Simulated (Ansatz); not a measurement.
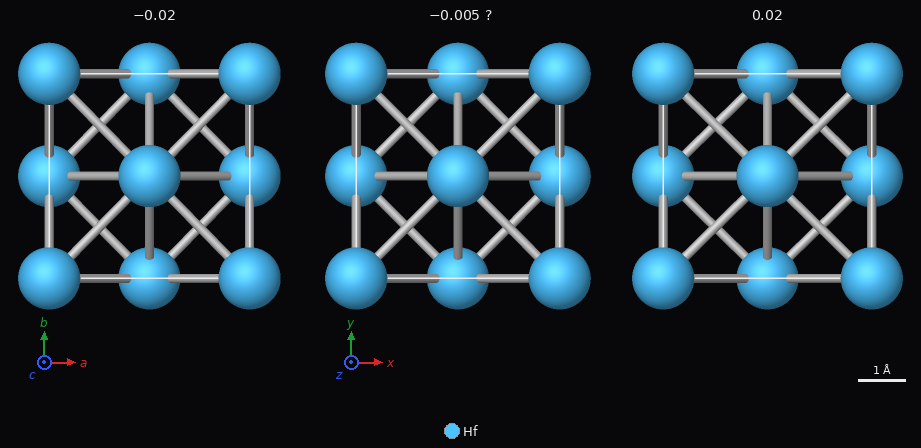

A crystal of Hf (Fm-3m): the cell is strained along x alone, with the atoms kept at their fractional coordinates. x, y and z are the Cartesian axes of the input. A ball-and-stick model of the conventional cell (4 times the calculation's cell), seen along the c axis. Lengths and directions refer to the drawn axes.

The calculation used Ansatz, DFT r2SCAN, scalar-relativistic, plane waves, PAW. Set-up: plane-wave cutoff 500 eV; k-point mesh 18 × 18 × 18; occupations gaussian; smearing width 0.15 eV; no spin polarisation. Energies (free energies at the smearing named) are counted from the cell as listed in its source, which wasn't relaxed.

```
 strain  ΔE (meV/atom)
−0.0200           11.6
−0.0150            7.9
−0.0100            4.8
−0.0050              ?
 0.0000            0.0
 0.0050           −1.6
 0.0100           −2.7
 0.0150           −3.3
 0.0175           −3.4
 0.0200           −3.4
```

Fill in the missing row.

Answer. A straight line between the two neighbours gives 2.4 meV/atom. A cubic through the four nearest rows (−0.0150, −0.0100, 0.0000, 0.0050) gives, with Lagrange weights, (−0.1667)(7.9) + (0.6667)(4.8) + (0.6667)(0.0) + (−0.1667)(−1.6) = 2.1 meV/atom. The calculation gives 2.1 meV/atom, so the cubic is right to the digits shown and the straight line 0.3 meV/atom too high, as the curve bends upwards here.

The whole profile:

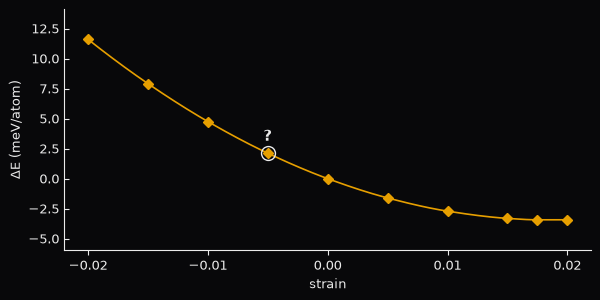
